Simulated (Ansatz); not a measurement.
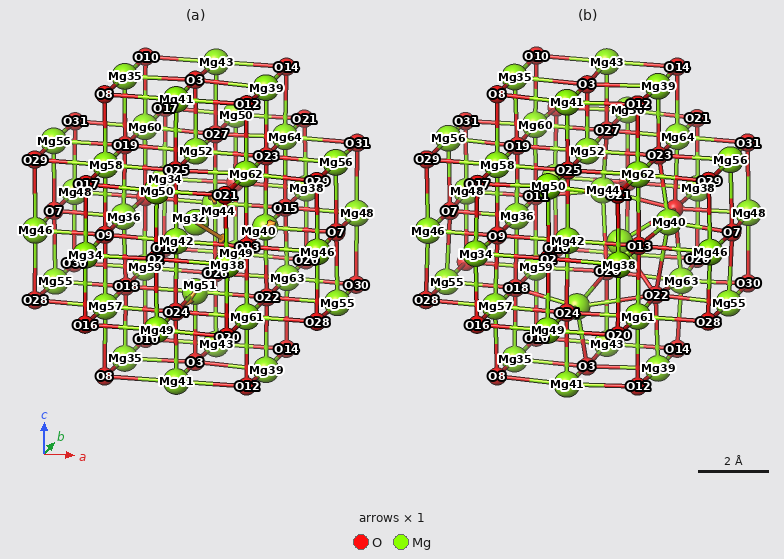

The structure of a defect cell of composition O31Mg33 (cell charge +2) before (left) and after (right) a relaxation, at one scale. The orange arrows give the displacements, at their true length.

The picture is a ball-and-stick view of the atoms within 5.8 Å of the atom that moves most (axes of the cell of the calculation (origin shifted)), seen slightly off an axis.

These are results of DFT, PBEsol, PAW, plane waves (Ansatz), not measurements. Set-up: plane-wave cutoff 420 eV; k-point mesh 1 × 1 × 1; mesh shifted by (0.25, 0.25, 0.25); no spin polarisation; atoms relaxed in a fixed cell; force threshold 0.03 eV/Å; at most 80 steps.

> Summarise the run.

Over 9 geometry steps the energy falls by 7.675 eV per cell of the calculation. The largest force component goes from 7.5 to 0.016 eV/Å. The largest move is that of Mg32, 1.29 Å along [1 1 −1]. Largest moves by element: Mg 1.29 Å, O 0.15 Å. The lattice vectors keep their values. Near-neighbour distances that change, for instance: Mg32–Mg63 3.655 → 2.487 Å, O26–Mg32 2.997 → 1.961 Å, O22–Mg32 2.972 → 1.961 Å, O15–Mg32 2.943 → 1.960 Å. New bonds form, among them: O15–Mg32 (2.94 → 1.96 Å), O22–Mg32 (2.97 → 1.96 Å), O26–Mg32 (3.00 → 1.96 Å). Among the angles between lasting bonds that change: O18–Mg51–O22 179.5° → 154.9°, O24–Mg51–O26 178.1° → 154.9°, Mg40–O22–Mg51 88.7° → 111.6°. Cost: 8.3 s on 1 × NVIDIA GB300 Max-Q with 8 threads of Arm Neoverse-V2, peak memory 1.7 GiB.

Limits of the set-up: the periodic images lie only 8.4 Å apart, so the values are limited by the cell's size; the cell is charged, on a uniform background, and energies carry no finite-size correction.
